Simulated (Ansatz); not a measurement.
System: Hg, space group Im-3m (No. 229) (one of a set of cubic test structures, which need not be the stable phase).

Method: equation of state of a cubic crystal from periodic Kohn-Sham density functional theory without spin; pressure corrected for the finite basis (Ansatz 0.2.0 development build). Level: PBE, no spin-orbit coupling.

- structure type: bcc
- atoms in cell: 1
- space group number: 229
- lattice centring: body-centred primitive
- k mesh: 40×40×40
- occupation method: Fermi–Dirac
- occupation width: 0.06123 eV
- wave cutoff: 420 eV
- datasets: soft-1 PAW
- density tolerance: 1e−07 eV
- bands: 14
- density cutoff ratio: 4
- search for lower states: default

Predict the energy above the lowest point and pressure against volume. The volume takes the values 27.33, 27.91, 28.49, 29.08, 29.66, 30.24, 30.82 Å³/atom.

The energy above the lowest point is 4.667 meV/atom at volume 27.33 Å³/atom and 1.943 meV/atom at 30.82 Å³/atom; the lowest computed point is at volume 29.08 Å³/atom (0.000 meV/atom). The pressure falls from 0.90 GPa at volume 27.33 Å³/atom to −0.36 GPa at 30.82 Å³/atom, and changes sign near 29.25 Å³/atom.

| volume (Å³/atom) | energy above the lowest point (meV/atom) | pressure (GPa) |
| --- | --- | --- |
| 27.33 | 4.667 | 0.90 |
| 27.91 | 2.058 | 0.55 |
| 28.49 | 0.580 | 0.27 |
| 29.08 | 0.000 | 0.05 |
| 29.66 | 0.130 | −0.12 |
| 30.24 | 0.810 | −0.26 |
| 30.82 | 1.943 | −0.36 |

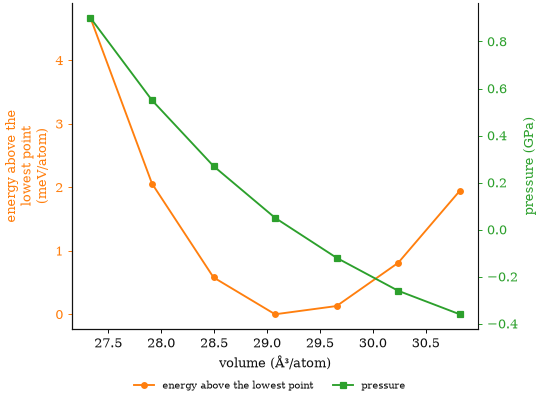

Keep in mind: cubic model structure, not the ambient form.
